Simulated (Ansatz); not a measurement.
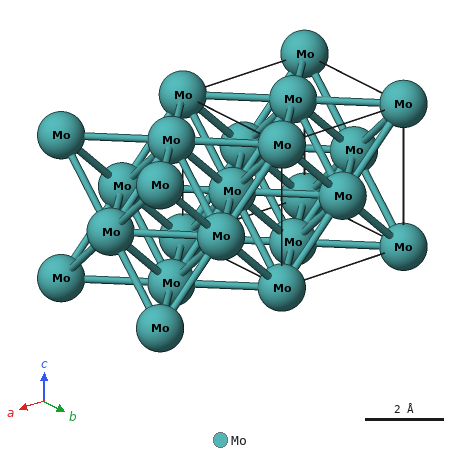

The starting point is a symmetric starting cell of Mo. Style: ball-and-stick. Shown: the conventional cell (4 times the calculation's cell), repeated 2 × 1 × 1 with one cell outlined, from a free direction. Lengths and directions refer to the drawn axes.

All numbers below come from DFT PBEsol, scalar-relativistic, plane waves, PAW (Ansatz). Set-up: plane-wave cutoff 420 eV; k-point mesh 18 × 18 × 18; occupations gaussian; smearing width 0.1 eV; no spin polarisation.

The variant: All lengths are scaled by +3.9 % (volume +12.2 %), the atoms keeping their fractional coordinates. No relaxation follows. The starting cell wasn't computed here and needn't be at equilibrium, so pressure and forces aren't due to the change alone.

> Predict the response.

Near-neighbour distances before and after: Mo–Mo 2.850 → 2.961 Å. The space group stays Fm-3m (No. 225). The pressure is −30.5 GPa (not all of it need come from the change, since the unchanged cell can be under pressure at this level too). All forces vanish by symmetry.

Drawn alike, the variant:

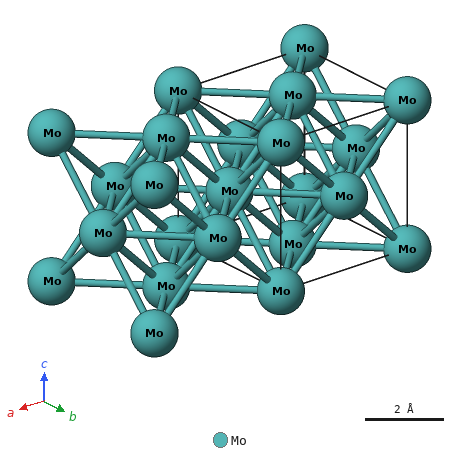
